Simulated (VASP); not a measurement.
# Run report: PbO2, band-structure run (part 1 of 2)

PbO2 (P4₂/mnm, 6 atoms in the cell), computed with Kohn-Sham DFT of a periodic cell, PBEsol, VASP PAW PBE potentials, recommended, no spin polarisation (VASP 6.6.1).

The structure derives from a Materials Project entry.

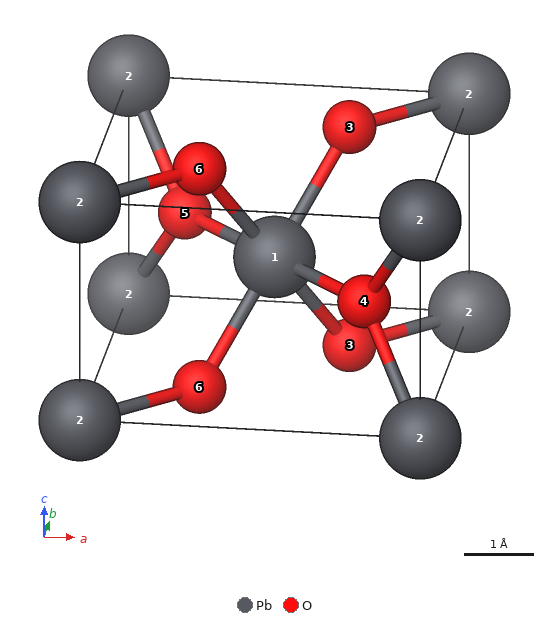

**Figure 1.** The structure as given in the input (ball-and-stick view of the cell of the calculation, seen at an oblique angle; atoms are numbered from 1 in the order of the input).

**Summary**

```csv
quantity,value
outcome,converged
space group (tolerance 0.01 Å),P4₂/mnm (136)
electrons treated,52
free energy,−34.0674 eV
Fermi energy of the self-consistent step,4.107 eV
gap on the k-point mesh,0.07 eV
gap on the band path,0.00 eV
pressure,0.47 GPa
largest force (length of the vector),0.006 eV/Å
hardware,"1 thread of Intel Xeon @ 2.50GHz (Skylake/Cascade Lake), 64 GiB of memory available, shared host"
wall time,4.5 min
peak memory,0.32 GiB
```

**Remarks**

Spin–orbit coupling is left out, which matters for Pb.

**INCAR**
```
SYSTEM = PbO2
  PREC = Accurate
  ENCUT = 520
  EDIFF = 1E-6
  ISMEAR = -1
  SIGMA = 0.05
  LREAL = .FALSE.
  LASPH = .TRUE.
  NELM = 60
  ALGO = Normal
  ISIF = 2
  LWAVE = .FALSE.
  LCHARG = .FALSE.
  GGA = PS
  NBANDS = 35
```

**KPOINTS**
```
Automatic mesh
0
G
  6 6 8
  0 0 0
```

**KPOINTS_OPT**
```
path GXMGZRAZ,XR,MA
15
line-mode
reciprocal
 0.0000000000  0.0000000000  0.0000000000  G
 0.0000000000  0.5000000000  0.0000000000  X

 0.0000000000  0.5000000000  0.0000000000  X
 0.5000000000  0.5000000000  0.0000000000  M

 0.5000000000  0.5000000000  0.0000000000  M
 0.0000000000  0.0000000000  0.0000000000  G

 0.0000000000  0.0000000000  0.0000000000  G
 0.0000000000  0.0000000000  0.5000000000  Z

 0.0000000000  0.0000000000  0.5000000000  Z
 0.0000000000  0.5000000000  0.5000000000  R

 0.0000000000  0.5000000000  0.5000000000  R
 0.5000000000  0.5000000000  0.5000000000  A

 0.5000000000  0.5000000000  0.5000000000  A
 0.0000000000  0.0000000000  0.5000000000  Z

 0.0000000000  0.5000000000  0.0000000000  X
 0.0000000000  0.5000000000  0.5000000000  R

 0.5000000000  0.5000000000  0.0000000000  M
 0.5000000000  0.5000000000  0.5000000000  A
```

**POSCAR**
```
PbO2
1.0
    4.9949598700      0.0000000000      0.0000000000
    0.0000000000      4.9949598700      0.0000000000
    0.0000000000      0.0000000000      3.4090009600
Pb O
2 4
Direct
    0.5000000000      0.5000000000      0.5000000000
    0.0000000000      0.0000000000      0.0000000000
    0.6925710400      0.6925710400      0.0000000000
    0.8074289600      0.1925710400      0.5000000000
    0.1925710400      0.8074289600      0.5000000000
    0.3074289600      0.3074289600      0.0000000000
```

Launch command:
```bash
cat potpaw_PBE.64/Pb_d/POTCAR potpaw_PBE.64/O/POTCAR > POTCAR
mpirun -np 1 vasp_std > vasp.out
```

**OSZICAR**
```
N       E                     dE             d eps       ncg     rms          rms(c)
DAV:   1     0.673002285248E+03    0.67300E+03   -0.25700E+04  3500   0.180E+03
DAV:   2     0.544171794443E+02   -0.61859E+03   -0.58669E+03  3762   0.495E+02
DAV:   3    -0.344859720418E+02   -0.88903E+02   -0.86098E+02  4237   0.205E+02
DAV:   4    -0.389285180116E+02   -0.44425E+01   -0.44037E+01  4378   0.480E+01
DAV:   5    -0.390805989338E+02   -0.15208E+00   -0.15181E+00  4748   0.912E+00    0.128E+01
DAV:   6    -0.341321057231E+02    0.49485E+01   -0.14919E+01  5292   0.481E+01    0.438E+00
DAV:   7    -0.341223477797E+02    0.97579E-02   -0.14904E+00  3876   0.868E+00    0.269E+00
DAV:   8    -0.340905121588E+02    0.31836E-01   -0.36844E-01  5435   0.539E+00    0.112E+00
DAV:   9    -0.340661398841E+02    0.24372E-01   -0.70899E-02  5353   0.344E+00    0.115E-01
DAV:  10    -0.340674860483E+02   -0.13462E-02   -0.98747E-03  3930   0.562E-01    0.117E-01
DAV:  11    -0.340674123983E+02    0.73650E-04   -0.30211E-04  5553   0.171E-01    0.480E-02
DAV:  12    -0.340673952186E+02    0.17180E-04   -0.52689E-05  4262   0.529E-02    0.145E-02
DAV:  13    -0.340673935552E+02    0.16634E-05   -0.44005E-06  4104   0.278E-02    0.487E-03
DAV:  14    -0.340673927618E+02    0.79337E-06   -0.17651E-06  3059   0.168E-02
   1 F= -.34067393E+02 E0= -.34065331E+02  d E =-.412440E-02
       N       E                     dE             ncg
DAV:   1     0.211042027877E+05   -0.10753E+05     3500
DAV:   2    -0.940973608512E+04   -0.30514E+05     3760
DAV:   3    -0.138038238168E+05   -0.43941E+04     4104
DAV:   4    -0.140418280019E+05   -0.23800E+03     4415
DAV:   5    -0.140503019555E+05   -0.84740E+01     4778
DAV:   6    -0.140506592602E+05   -0.35730E+00     4858
DAV:   7    -0.140506658870E+05   -0.66269E-02     4803
DAV:   8    -0.140506659514E+05   -0.64353E-04     4660
DAV:   9    -0.140506659522E+05   -0.79333E-06     3107
       N       E                     dE             ncg
DAV:   1     0.202081667685E+05   -0.66398E+05     3500
DAV:   2    -0.987907753122E+04   -0.30087E+05     3731
DAV:   3    -0.142505031718E+05   -0.43714E+04     4244
DAV:   4    -0.144824999969E+05   -0.23200E+03     4437
DAV:   5    -0.144908816188E+05   -0.83816E+01     4613
DAV:   6    -0.144912792793E+05   -0.39766E+00     4954
DAV:   7    -0.144912902425E+05   -0.10963E-01     4867
DAV:   8    -0.144912903632E+05   -0.12071E-03     4615
DAV:   9    -0.144912903642E+05   -0.99279E-06     3136
       N       E                     dE             ncg
DAV:   1     0.437895334363E+05   -0.38301E+05     2450
DAV:   2     0.224784084775E+05   -0.21311E+05     2560
DAV:   3     0.192385199298E+05   -0.32399E+04     3006
DAV:   4     0.190672796388E+05   -0.17124E+03     3099
DAV:   5     0.190613038718E+05   -0.59758E+01     3213
DAV:   6     0.190610354311E+05   -0.26844E+00     3363
DAV:   7     0.190610276722E+05   -0.77589E-02     3433
DAV:   8     0.190610276196E+05   -0.52588E-04     3158
DAV:   9     0.190610276190E+05   -0.65535E-06     2207
```

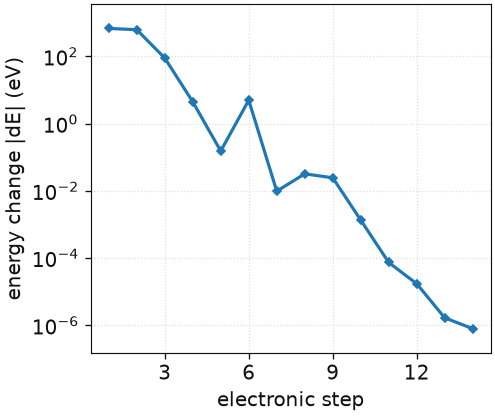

**Figure 2.** Convergence of the self-consistent field: energy change |dE| against the electronic step. It takes 14 electronic steps. The density is held fixed in the first few steps, and dE rises again when its update begins.

**Parts of OUTCAR**
```
SYSTEM = PbO2
   PREC = Accurate
   ENCUT = 520
   EDIFF = 1E-6
   ISMEAR = -1
   LREAL = .FALSE.
   LASPH = .TRUE.
   NELM = 60
   ISIF = 2
   GGA = PS

 ion  position               nearest neighbor table
   1  0.500  0.500  0.500-   4 2.17   5 2.17   3 2.18   6 2.18   3 2.18   6 2.18   2 3.92   2 3.92
                             2 3.92   2 3.92   2 3.92   2 3.92   2 3.92   2 3.92
   2  0.000  0.000  0.000-   3 2.17   6 2.17   5 2.18   4 2.18   4 2.18   5 2.18   1 3.92   1 3.92
                             1 3.92   1 3.92   1 3.92   1 3.92   1 3.92   1 3.92
   3  0.693  0.693  0.000-   2 2.17   1 2.18   1 2.18
   4  0.807  0.193  0.500-   1 2.17   2 2.18   2 2.18
   5  0.193  0.807  0.500-   1 2.17   2 2.18   2 2.18
   6  0.307  0.307  0.000-   2 2.17   1 2.18   1 2.18

  LATTYP: Found a simple tetragonal cell.
 ALAT       =     4.9949598700
 C/A-ratio  =     0.6824881578

  Lattice vectors:

 A1 = (   4.9949598700,   0.0000000000,   0.0000000000)
 A2 = (   0.0000000000,   4.9949598700,   0.0000000000)
 A3 = (   0.0000000000,   0.0000000000,   3.4090009600)

Analysis of symmetry for initial positions (statically):
=====================================================================
 Subroutine PRICEL returns:
 Original cell was already a primitive cell.

 Routine SETGRP: Setting up the symmetry group for a
 simple tetragonal supercell.

 Subroutine GETGRP returns: Found 16 space group operations
 (whereof  8 operations were pure point group operations)
 out of a pool of 16 trial point group operations.

The static configuration has the point symmetry D_2h.
 The point group associated with its full space group is D_4h.

Analysis of symmetry for dynamics (positions and initial velocities):
=====================================================================
 Subroutine PRICEL returns:
 Original cell was already a primitive cell.

 Routine SETGRP: Setting up the symmetry group for a
 simple tetragonal supercell.

 Subroutine GETGRP returns: Found 16 space group operations
 (whereof  8 operations were pure point group operations)
 out of a pool of 16 trial point group operations.

The dynamic configuration has the point symmetry D_2h.
 The point group associated with its full space group is D_4h.

 Subroutine INISYM returns: Found 16 space group operations
 (whereof  8 operations are pure point group operations),
 and found     1 'primitive' translations

----------------------------------------------------------------------------------------

                                     Primitive cell

  volume of cell :      85.0533

  direct lattice vectors                    reciprocal lattice vectors
     4.994959870  0.000000000  0.000000000     0.200201809  0.000000000  0.000000000
     0.000000000  4.994959870  0.000000000     0.000000000  0.200201809  0.000000000
     0.000000000  0.000000000  3.409000960     0.000000000  0.000000000  0.293341073

  length of vectors
     4.994959870  4.994959870  3.409000960     0.200201809  0.200201809  0.293341073

  position of ions in fractional coordinates (direct lattice)
     0.500000000  0.500000000  0.500000000
     0.000000000  0.000000000  0.000000000
     0.692571040  0.692571040  0.000000000
     0.807428960  0.192571040  0.500000000
     0.192571040  0.807428960  0.500000000
     0.307428960  0.307428960  0.000000000

  ion indices of the primitive-cell ions
   primitive index   ion index
                 1           1
                 2           2
                 3           3
                 4           4
                 5           5
                 6           6

----------------------------------------------------------------------------------------

 KPOINTS: Automatic mesh

Automatic generation of k-mesh.
 Grid dimensions read from file:
 generate k-points for:    6    6    8

 Generating k-lattice:

  Cartesian coordinates                     Fractional coordinates (reciprocal lattice)
     0.033366968  0.000000000  0.000000000     0.166666667  0.000000000  0.000000000
     0.000000000  0.033366968  0.000000000     0.000000000  0.166666667  0.000000000
     0.000000000  0.000000000  0.036667634     0.000000000  0.000000000  0.125000000

  Length of vectors
     0.033366968  0.033366968  0.036667634

  Shift w.r.t. Gamma in fractional coordinates (k-lattice)
     0.000000000  0.000000000  0.000000000

 Subroutine IBZKPT returns following result:
 ===========================================

 Found     50 irreducible k-points:

 Following reciprocal coordinates:
            Coordinates               Weight
  0.000000  0.000000  0.000000      1.000000
  0.166667  0.000000  0.000000      4.000000
  0.333333  0.000000  0.000000      4.000000
  0.500000  0.000000  0.000000      2.000000
  0.166667  0.166667  0.000000      4.000000
  0.333333  0.166667  0.000000      8.000000
  0.500000  0.166667  0.000000      4.000000
  0.333333  0.333333  0.000000      4.000000
  0.500000  0.333333  0.000000      4.000000
  0.500000  0.500000  0.000000      1.000000
  0.000000  0.000000  0.125000      2.000000
  0.166667  0.000000  0.125000      8.000000
  0.333333  0.000000  0.125000      8.000000
  0.500000  0.000000  0.125000      4.000000
  0.166667  0.166667  0.125000      8.000000
  0.333333  0.166667  0.125000     16.000000
  0.500000  0.166667  0.125000      8.000000
  0.333333  0.333333  0.125000      8.000000
  0.500000  0.333333  0.125000      8.000000
  0.500000  0.500000  0.125000      2.000000
  0.000000  0.000000  0.250000      2.000000
  0.166667  0.000000  0.250000      8.000000
  0.333333  0.000000  0.250000      8.000000
  0.500000  0.000000  0.250000      4.000000
 [... further k-points ...]
```
